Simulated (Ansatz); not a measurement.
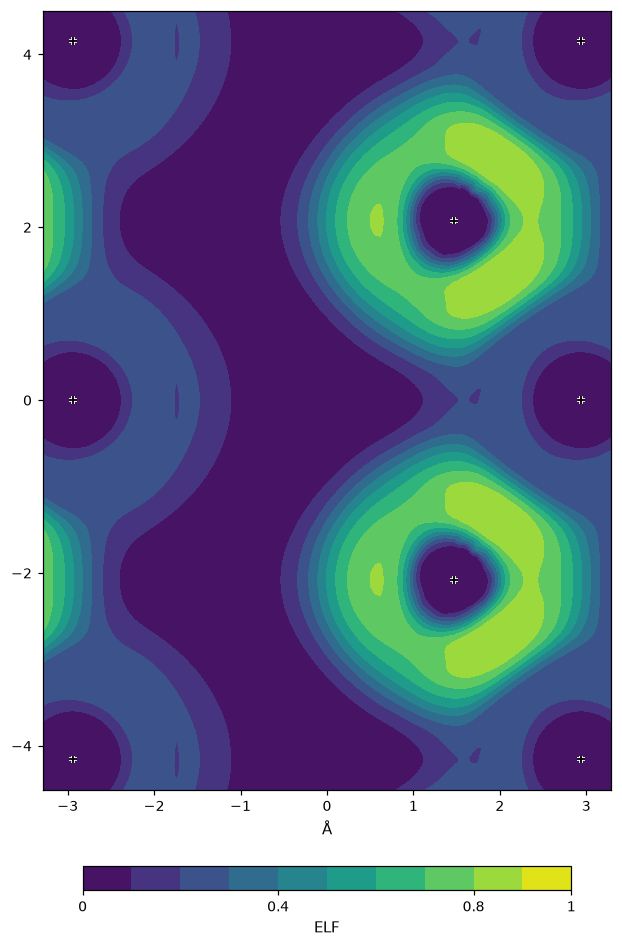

The electron localisation function on a plane through atoms (crosses mark nuclei in the plane).

Level of theory: DFT PBEsol, scalar-relativistic, plane waves, PAW in Ansatz 0.2.0.

Candidates:
A. Ba2Ti3O8 (slab), a = 3.97 Å, b = 3.97 Å, c = 22.94 Å, α = 90.00°, β = 90.00°, γ = 90.00°. Computed without spin polarisation.
B. Cu, a = 3.56 Å, b = 3.56 Å, c = 3.56 Å, α = 90.00°, β = 90.00°, γ = 90.00°. Space group Fm-3m; computed without spin polarisation.
C. InP, a = 5.88 Å, b = 5.88 Å, c = 5.88 Å, α = 90.00°, β = 90.00°, γ = 90.00°. Space group F-43m.

### Which system is this?

Candidate C: InP on the (110) plane of the conventional cell, which holds In and P. In–P (2.55 Å): the ELF peaks at about 0.90 in the valence shell of P, 0.9 Å from its nucleus, and is about 0.55 at the midpoint.
